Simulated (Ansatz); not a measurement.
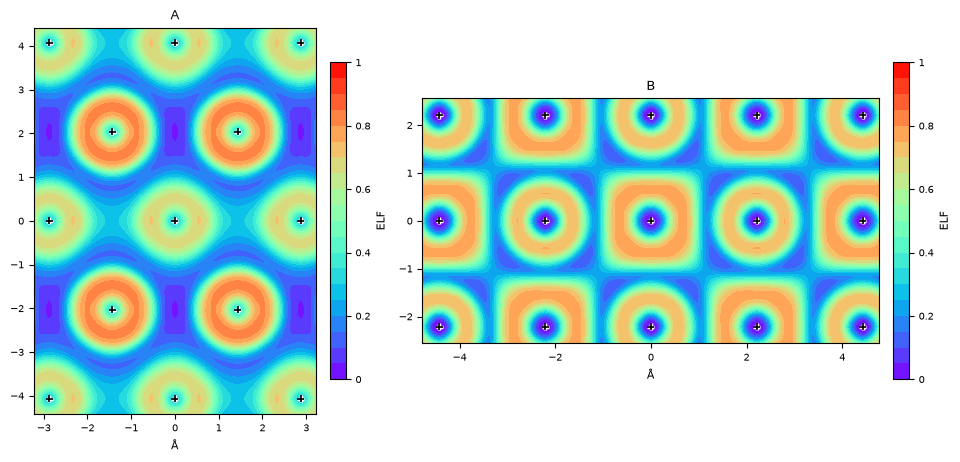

The ELF of 2 systems, each on a plane through atoms (crosses mark nuclei in the plane).

Level of theory: DFT r2SCAN, scalar-relativistic, plane waves, PAW in Ansatz.

System 1: IrO, the (11̄0) plane of the cell of the magnetic structure. Space group Pm-3m; started from the CsCl (B2) prototype, which need not be the ambient phase; computed pressure about −13 GPa in this cell; spin-polarised.

```xyz
4
Lattice="2.8757 0.0000 0.0000 0.0000 2.8757 0.0000 0.0000 0.0000 5.7514" Properties=species:S:1:pos:R:3 pbc="T T T"
Ir    0.0000    0.0000    0.0000
O     1.4379    1.4379    1.4379
Ir    0.0000    0.0000    2.8757
O     1.4379    1.4379    4.3136
```

System 2: Ta4C3, the (001) plane of the conventional cell. Space group I4/mmm; a structure from a database of computed crystals, not necessarily the ambient phase; not relaxed (largest force 1.2 eV/Å).

```yaml
crystal:
  lattice:
    - [0.00000, -4.42479, 0.00000]
    - [0.00000, 0.00000, -4.42479]
    - [17.69917, 0.00000, 0.00000]
  atoms:
    - { symbol: Ta, position: [0.00000, 0.00000, 0.75000] }
    - { symbol: Ta, position: [0.50000, 0.50000, 0.25000] }
    - { symbol: Ta, position: [0.00000, 0.00000, 0.50000] }
    - { symbol: Ta, position: [0.50000, 0.50000, 0.00000] }
    - { symbol: Ta, position: [0.00000, 0.50000, 0.87500] }
    - { symbol: Ta, position: [0.50000, 0.00000, 0.37500] }
    - { symbol: Ta, position: [0.00000, 0.50000, 0.12500] }
    - { symbol: Ta, position: [0.50000, 0.00000, 0.62500] }
    - { symbol: Ta, position: [0.00000, 0.50000, 0.37500] }
    - { symbol: Ta, position: [0.50000, 0.00000, 0.87500] }
    - { symbol: Ta, position: [0.00000, 0.50000, 0.62500] }
    - { symbol: Ta, position: [0.50000, 0.00000, 0.12500] }
    - { symbol: Ta, position: [0.00000, 0.00000, 0.00000] }
    - { symbol: Ta, position: [0.50000, 0.50000, 0.50000] }
    - { symbol: Ta, position: [0.00000, 0.00000, 0.25000] }
    - { symbol: Ta, position: [0.50000, 0.50000, 0.75000] }
    - { symbol: C, position: [0.00000, 0.00000, 0.87500] }
    - { symbol: C, position: [0.50000, 0.50000, 0.37500] }
    - { symbol: C, position: [0.00000, 0.00000, 0.12500] }
    - { symbol: C, position: [0.50000, 0.50000, 0.62500] }
    - { symbol: C, position: [0.00000, 0.50000, 0.75000] }
    - { symbol: C, position: [0.50000, 0.00000, 0.25000] }
    - { symbol: C, position: [0.00000, 0.50000, 0.50000] }
    - { symbol: C, position: [0.50000, 0.00000, 0.00000] }
    - { symbol: C, position: [0.00000, 0.50000, 0.00000] }
    - { symbol: C, position: [0.50000, 0.00000, 0.50000] }
    - { symbol: C, position: [0.00000, 0.50000, 0.25000] }
    - { symbol: C, position: [0.50000, 0.00000, 0.75000] }
```

Question: Which map belongs to which system?

Answer: Panel A is system 1, IrO: the plane holds Ir and O. Ir–O (2.49 Å): the ELF is about 0.15 at the midpoint: no shared electron pair shows on this line. Panel B is system 2, Ta4C3: the plane holds Ta and C. Ta–C (2.21 Å): the ELF peaks at about 0.75 in the valence shell of C, 0.7 Å from its nucleus, and is about 0.25 at the midpoint.
